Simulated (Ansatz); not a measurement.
TiSi16: nudged elastic band (part 2 of 2)

The same run, continued: TiSi16 (defect cell, 17 atoms in the cell); DFT PBE, scalar-relativistic, plane waves, PAW, PAW set soft_1, no spin polarisation (Ansatz 0.2.0); cutoff 420 eV, 2×2×2 k-mesh, Gaussian smearing of 0.02 eV. One setting was made poor on purpose. It belongs to a series of runs on one base structure; here: band between the two ends.

Geometry of the input (Å; fractional positions):
```
0.0000  5.4300  5.4300
5.4300  0.0000  5.4300
5.4300  5.4300  0.0000
Si 0.0150  -0.0186  -0.0009
Si 0.1376  0.1202  0.1218
Si 0.0042  0.0003  0.4956
Si 0.1380  0.1164  0.6182
Si 0.0147  0.5047  -0.0012
Si 0.1393  0.6184  0.1235
Si 0.0162  0.4993  0.4854
Si 0.1380  0.6278  0.6180
Si 0.5114  0.0002  -0.0116
Si 0.6341  0.1163  0.1222
Si 0.5117  -0.0024  0.4959
Si 0.6336  0.1244  0.6178
Si 0.5012  0.4994  0.0003
Si 0.6338  0.6277  0.1222
Si 0.5117  0.4950  0.4958
Si 0.6339  0.6242  0.6180
Ti -0.1123  0.3702  0.8719
```

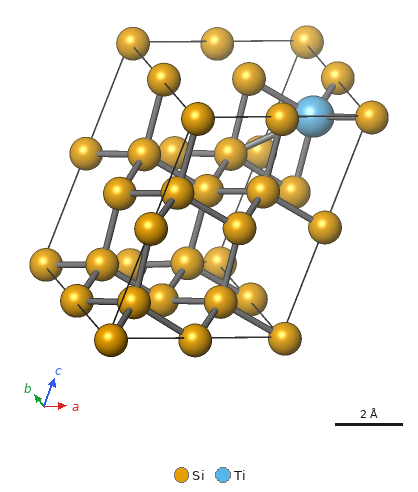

Figure 1. The structure as given in the input (ball-and-stick view of the cell of the calculation, seen at an oblique angle). An atom can appear more than once, as a periodic image.

```
Free energy (F): -12668.504909 eV
Harris-Foulkes:  -12668.504909 eV  (|F-HF|=2.70e-8)
Internal energy: -12668.498444 eV  (E = F + TS)
E sigma→0 (E₀):  -12668.501677 eV
Entropy (-TS):   -0.006465 eV (-0.380 meV/atom)
Fermi energy:    7.558649 eV
--- Per-component energies (eV) ---
  E_band       = -103.003560
  E_kinetic    = 947.554363
  E_local      = -2077.477874  (includes V_loc(G=0)·N_el)
  E_nonlocal   = 428.893523
  E_hartree    = 857.644227
  E_xc         = -1024.065607
  E_vxc        = -915.642602  (∫ρ·V_xc dr)
  E_paw        = -9229.152181  (= ΣΔE_a)
  E_vpaw       = -201.620970  (= ΣTr[D̂ρ^β])
  E_aug_tail   = 0.000531  (compensation charges beyond the density's cutoff)
  E_ewald      = -2571.895425
  E_smearing   = -0.006465  (= −TS)
  E_closure    = 0.000000  (closes the sum)
  Σ components = -12668.504909   (vs F -12668.504909, Δ=0.00e0)
--- Forces (eV/Å), atoms counted from 1 ---
[...]
  atom   1  Si     0.00418620    -0.02423069     0.06692905
  atom   2  Si     0.01193463     0.06991885     0.01903175
  atom   3  Si    -0.00580706    -0.02526635    -0.03203462
  atom   4  Si    -0.06549045     0.01962862     0.01362557
  atom   5  Si    -0.02523880     0.03313067     0.03317236
  atom   6  Si    -0.01941053    -0.01332797    -0.01464517
  atom   7  Si     0.00884782     0.07609286    -0.02235082
  atom   8  Si     0.01677981     0.01076764     0.07656671
  atom   9  Si     0.00581701     0.00782662    -0.00035242
  atom  10  Si    -0.00282210     0.00572649    -0.04952608
  atom  11  Si     0.01230966    -0.00880579    -0.01125085
  atom  12  Si     0.01718878    -0.01588004    -0.01600097
  atom  13  Si    -0.02043804    -0.00999110    -0.00714310
  atom  14  Si     0.04449584     0.00142367     0.00593809
  atom  15  Si     0.00573540     0.00094834     0.00451433
  atom  16  Si     0.00326518    -0.05081939     0.00613830
  atom  17  Ti     0.00864272    -0.07714126    -0.07261207
  max |Σ_I F_I| component: 3.93e-6 eV/Å
--- Band table (eV; the first three rows and the last of 8) ---
  k-point 0: bands = ["-49.2412", "-25.7151", "-25.5862", "-25.5799", "-4.9994", "-2.7906", "-2.6518", "-2.5146", "-2.5042", "-1.1172", "-0.9908", "-0.9844", "-0.8364", "-0.5768", "-0.5687", "-0.0812", "-0.0410", "-0.0115", "-0.0040", "3.8120", "4.0381", "4.0434", "4.0820", "4.0840", "4.3825", "5.0062", "5.0301", "5.5344", "5.6298", "5.6382", "5.9841", "5.9879", "6.1240", "6.3045", "6.3072", "6.7687", "7.3013", "7.3236", "7.3763", "7.3863", "7.4260", "7.5056", "7.7109", "7.7142", "7.9819", "8.3740", "8.8535", "8.8659", "9.1680", "9.5766", "9.5797", "9.6108", "9.9443", "9.9494", "10.0758"]
  k-point 1: bands = ["-49.2412", "-25.7151", "-25.5862", "-25.5799", "-4.2024", "-4.1661", "-2.4555", "-2.3405", "-2.3146", "-2.2226", "-2.0691", "-2.0641", "0.2343", "0.4022", "0.5728", "0.6200", "0.7049", "0.7877", "2.8072", "2.9981", "3.2410", "3.2726", "3.3770", "3.4234", "3.4376", "3.5850", "4.4714", "4.4914", "4.6689", "4.6983", "4.7940", "4.9990", "5.8212", "6.1035", "6.1222", "6.4920", "6.7782", "7.5820", "7.9235", "8.1866", "8.2048", "8.3856", "8.4343", "8.5519", "8.8239", "8.8824", "8.9565", "9.5665", "10.2118", "10.5681", "10.7163", "10.8361", "11.2455", "11.3234", "11.5011"]
  k-point 2: bands = ["-49.2412", "-25.7151", "-25.5862", "-25.5799", "-4.2015", "-4.1671", "-2.4563", "-2.3390", "-2.3139", "-2.2229", "-2.0697", "-2.0649", "0.2356", "0.4047", "0.5733", "0.6179", "0.7042", "0.7867", "2.8049", "2.9990", "3.2411", "3.2742", "3.3765", "3.4233", "3.4381", "3.5846", "4.4731", "4.4904", "4.6682", "4.6981", "4.7949", "4.9993", "5.8224", "6.1020", "6.1211", "6.4905", "6.7763", "7.5789", "7.9245", "8.1878", "8.2046", "8.3879", "8.4337", "8.5524", "8.8278", "8.8824", "8.9556", "9.5680", "10.2145", "10.5677", "10.7113", "10.8378", "11.2446", "11.3228", "11.5035"]
  k-point 7: bands = ["-49.2412", "-25.7151", "-25.5862", "-25.5799", "-4.1977", "-4.1708", "-2.4611", "-2.3299", "-2.3062", "-2.2294", "-2.0734", "-2.0708", "0.2415", "0.4209", "0.5840", "0.6108", "0.7009", "0.7749", "2.7913", "3.0019", "3.2431", "3.2816", "3.3672", "3.4172", "3.4452", "3.5818", "4.4838", "4.4847", "4.6658", "4.6932", "4.7991", "5.0039", "5.8295", "6.0957", "6.1156", "6.4800", "6.7659", "7.5618", "7.9312", "8.1929", "8.2035", "8.4008", "8.4361", "8.5577", "8.8499", "8.8856", "8.9540", "9.5782", "10.2331", "10.5630", "10.6817", "10.8528", "11.2352", "11.3159", "11.5127"]
this run last wrote the band of iteration 10 to [file]
--- NEB band (5 images, 10 band iterations, 274 SCF iterations) ---
  forward barrier  = 1.711835 eV
  backward barrier = 1.711781 eV
  lagrangian_above_aufbau_ev (what the smearing adds, to first order; not taken off the barriers): saddle image -0.005209 eV, end points -0.002937 and -0.002884 eV
  climbing image's point = of an order that was not read
  energies are F+E_penalty+E_count in eV, relative to image 0
  image     s (Å)  Δ vs image 0  max|band force component| (eV/Å)
      0    0.0000      0.000000                                 —
  *   1    1.3609      1.711835                          9.795e-2
      2    2.7334      0.000731                          1.327e-1
      3    4.1052      1.709355                          3.022e-2
      4    5.4765      0.000054                                 —
  climbing-image geometry (image 1):
  cell:  # Å, volume = 320.2060 Å³
    - [0.0, 5.43, 5.43]
    - [5.43, 0.0, 5.43]
    - [5.43, 5.43, 0.0]
  atoms:
    - { symbol: Si, position: [0.009567073747162308, -0.03157209405130813, 0.01278615968766514] }
    - { symbol: Si, position: [0.12179555921815129, 0.11234924691857746, 0.15477814888538166] }
    - { symbol: Si, position: [-0.045066399533577405, 0.016526200150247007, 0.5150958382564103] }
    - { symbol: Si, position: [0.11787468129779735, 0.11573342712487292, 0.6138932901782086] }
    - { symbol: Si, position: [0.013391138198045494, 0.5116063692242973, 0.010826483994697211] }
    - { symbol: Si, position: [0.18035801300091478, 0.6088607039671198, 0.10770424746423085] }
    - { symbol: Si, position: [0.009062326957897104, 0.5143634138120912, 0.46715770888521035] }
    - { symbol: Si, position: [0.12130551437985326, 0.65600365341075, 0.6115240812505095] }
    - { symbol: Si, position: [0.4929958379853744, -0.0006137594479662944, 0.011363807902736] }
    - { symbol: Si, position: [0.6394496822686577, 0.11297381040778331, 0.1251396800741894] }
    - { symbol: Si, position: [0.49009056728271366, -0.00010551879414433252, 0.49861609358122405] }
    - { symbol: Si, position: [0.5792326084573012, 0.141337078697636, 0.6400760217764527] }
    - { symbol: Si, position: [0.5562707963492912, 0.48365179862109975, -0.017290717202658956] }
    - { symbol: Si, position: [0.6427430503294438, 0.6259680773513496, 0.12507943197668303] }
    - { symbol: Si, position: [0.49255003028594924, 0.5127115050435737, 0.49839975293209804] }
    - { symbol: Si, position: [0.6390674699880516, 0.6263133635621321, 0.6120628514857219] }
    - { symbol: Ti, position: [0.06466063478697306, 0.31367113650188916, 0.8124638238712405] }
```

## The last band as extended XYZ (Å, eV, eV/Å)
```
17
Lattice="0.0000 5.4300 5.4300 5.4300 0.0000 5.4300 5.4300 5.4300 0.0000" Properties=species:S:1:pos:R:3:forces:R:3 image=0 energy=-12670.21674
Si   -0.1060    0.0763   -0.0196   -0.0001  -0.0031  -0.0011
Si    1.3143    1.4088    1.4002    0.0009   0.0000   0.0011
Si    2.6924    2.7137    0.0242    0.0001  -0.0002  -0.0006
Si    3.9885    4.1062    1.3812   -0.0002   0.0003  -0.0018
Si    2.7343    0.0736    2.8206    0.0000  -0.0020  -0.0008
Si    4.0283    1.4269    4.1142    0.0011   0.0026   0.0011
Si    5.3470    2.7238    2.7996   -0.0003   0.0001  -0.0020
Si    6.7644    4.1048    4.1581    0.0027   0.0013   0.0007
Si   -0.0616    2.7140    2.7783   -0.0012  -0.0011   0.0010
Si    1.2953    4.1064    4.0746   -0.0011   0.0002   0.0000
Si    2.6799    5.4713    2.7657    0.0006   0.0017   0.0019
Si    4.0304    6.7954    4.1162    0.0009  -0.0002  -0.0008
Si    2.7134    2.7235    5.4331    0.0001   0.0010  -0.0016
Si    4.0720    4.1050    6.8502   -0.0004   0.0011   0.0017
Si    5.3806    5.4708    5.4664   -0.0018   0.0013  -0.0010
Si    6.7449    6.7975    6.8310    0.0001  -0.0031   0.0005
Ti    6.7444    4.1241    1.4002   -0.0015   0.0001   0.0018
17
Lattice="0.0000 5.4300 5.4300 5.4300 0.0000 5.4300 5.4300 5.4300 0.0000" Properties=species:S:1:pos:R:3:forces:R:3 image=1 energy=-12668.50491
Si   -0.1020    0.1214   -0.1195    0.0042  -0.0242   0.0669
Si    1.4505    1.5018    1.2714    0.0119   0.0699   0.0190
Si    2.8867    2.5523   -0.1550   -0.0058  -0.0253  -0.0320
Si    3.9619    3.9735    1.2685   -0.0655   0.0196   0.0136
Si    2.8368    0.1315    2.8507   -0.0252   0.0331   0.0332
Si    3.8909    1.5642    4.2855   -0.0194  -0.0133  -0.0146
Si    5.3297    2.5859    2.8422    0.0088   0.0761  -0.0224
Si    6.8827    3.9793    4.2208    0.0168   0.0108   0.0766
Si    0.0584    2.7387    2.6736    0.0058   0.0078  -0.0004
Si    1.2930    4.1517    4.0857   -0.0028   0.0057  -0.0495
Si    2.7069    5.3687    2.6606    0.0123  -0.0088  -0.0113
Si    4.2431    6.6208    3.9127    0.0172  -0.0159  -0.0160
Si    2.5323    2.9267    5.6468   -0.0204  -0.0100  -0.0071
Si    4.0782    4.1693    6.8891    0.0445   0.0014   0.0059
Si    5.4903    5.3809    5.4586    0.0057   0.0009   0.0045
Si    6.7244    6.7936    6.8710    0.0033  -0.0508   0.0061
Ti    6.1149    4.7628    2.0543    0.0086  -0.0771  -0.0726
17
Lattice="0.0000 5.4300 5.4300 5.4300 0.0000 5.4300 5.4300 5.4300 0.0000" Properties=species:S:1:pos:R:3:forces:R:3 image=2 energy=-12670.21601
Si    0.0403    0.0362   -0.0606    0.0208  -0.0255   0.0303
Si    1.3977    1.4489    1.2683    0.0599   0.0421  -0.0468
Si    2.8239    2.7155    0.0065   -0.1237   0.0000   0.0001
Si    4.1267    4.0264    1.3119    0.1288   0.0592   0.0655
Si    2.7267   -0.0075    2.7166    0.0415   0.0085   0.0006
Si    4.0575    1.3670    4.0849   -0.0226  -0.0280  -0.0320
Si    5.4698    2.6519    2.7528    0.0147   0.0287  -0.0256
Si    6.8253    3.9763    4.1709    0.0579  -0.0405   0.0358
Si    0.0360    2.7771    2.6780    0.0235  -0.0255   0.0306
Si    1.4101    4.0764    4.0665   -0.0156   0.0096  -0.0062
Si    2.7708    5.4318    2.7174   -0.1204  -0.0026   0.0045
Si    4.1239    6.8389    4.1243    0.1357  -0.0752  -0.0689
Si    2.7187    2.7092    5.4250   -0.0729   0.0027   0.0031
Si    4.0522    4.0519    6.7698   -0.0162   0.0413   0.0374
Si    5.4655    5.3914    5.4946    0.0175   0.0309  -0.0242
Si    6.8405    6.7806    6.7923   -0.0202  -0.0050   0.0082
Ti    5.5093    5.4316    2.7206   -0.1086  -0.0204  -0.0124
17
Lattice="0.0000 5.4300 5.4300 5.4300 0.0000 5.4300 5.4300 5.4300 0.0000" Properties=species:S:1:pos:R:3:forces:R:3 image=3 energy=-12668.50739
Si    0.0654    0.0466   -0.0346    0.0013  -0.0080  -0.0054
Si    1.4505    1.4492    1.2064    0.0003  -0.0230  -0.0077
Si    2.8876    2.8866    0.1719   -0.0035   0.0176   0.0152
Si    4.2612    4.2437    1.5260    0.0007  -0.0069  -0.0057
Si    2.8269   -0.1382    2.5742   -0.0166  -0.0323  -0.0295
Si    4.0790    1.2519    3.9632    0.0214  -0.0023   0.0016
Si    5.4961    2.6844    2.7599    0.0023  -0.0063  -0.0092
Si    6.8816    3.9228    4.1643    0.0039  -0.0161  -0.0181
Si   -0.1034    2.8372    2.5907   -0.0091  -0.0112   0.0058
Si    1.3008    4.0647    3.9833   -0.0126   0.0106  -0.0050
Si    2.7210    5.4915    2.7755   -0.0142   0.0097   0.0067
Si    3.9571    6.8893    4.1785    0.0045  -0.0113  -0.0175
Si    2.5309    2.4931    5.2067   -0.0042   0.0258   0.0281
Si    3.8862    3.8574    6.5752   -0.0044  -0.0042  -0.0052
Si    5.3258    5.3038    5.5556   -0.0008   0.0068  -0.0202
Si    6.7301    6.7000    6.7786   -0.0089  -0.0057   0.0129
Ti    6.1143    6.1007    3.3872    0.0400   0.0570   0.0530
17
Lattice="0.0000 5.4300 5.4300 5.4300 0.0000 5.4300 5.4300 5.4300 0.0000" Properties=species:S:1:pos:R:3:forces:R:3 image=4 energy=-12670.21669
Si   -0.0566   -0.0575   -0.0064   -0.0003   0.0005   0.0021
Si    1.3170    1.3230    1.2989    0.0020  -0.0037   0.0001
Si    2.6978    2.6969   -0.0051   -0.0015  -0.0005   0.0006
Si    4.0358    4.0349    1.3429    0.0005   0.0012  -0.0004
Si    2.7367   -0.0974    2.6377   -0.0011  -0.0021  -0.0016
Si    4.0771    1.3019    4.0345   -0.0003  -0.0030  -0.0026
Si    5.3852    2.6849    2.6679   -0.0008   0.0017   0.0017
Si    6.7682    3.9922    4.0356    0.0023   0.0018  -0.0048
Si   -0.1033    2.7420    2.6284   -0.0030   0.0027   0.0049
Si    1.2991    4.0756    4.0299   -0.0001   0.0005  -0.0027
Si    2.6843    5.3855    2.6660   -0.0007   0.0016   0.0005
Si    3.9933    6.7708    4.0310   -0.0001  -0.0003  -0.0050
Si    2.7185    2.7175    5.4139   -0.0041   0.0031   0.0036
Si    4.0279    4.0410    6.7114    0.0048  -0.0023  -0.0018
Si    5.3516    5.3509    5.4145   -0.0019   0.0026   0.0009
Si    6.7485    6.7507    6.7704    0.0051  -0.0027   0.0018
Ti    6.7465    6.7526    4.0139   -0.0008  -0.0010   0.0028
```

## Summary

- outcome: converged
- barrier, forward: 1.712 eV
- barrier, backward: 1.712 eV
- electrons treated: 76
- wall time: 4.1 min
- peak memory: 0.75 GiB

## Notes

A deliberately poor setting: loose force. The k-point mesh is coarse for a cell of this size, so the results may not be converged. The order of the saddle point was not checked.
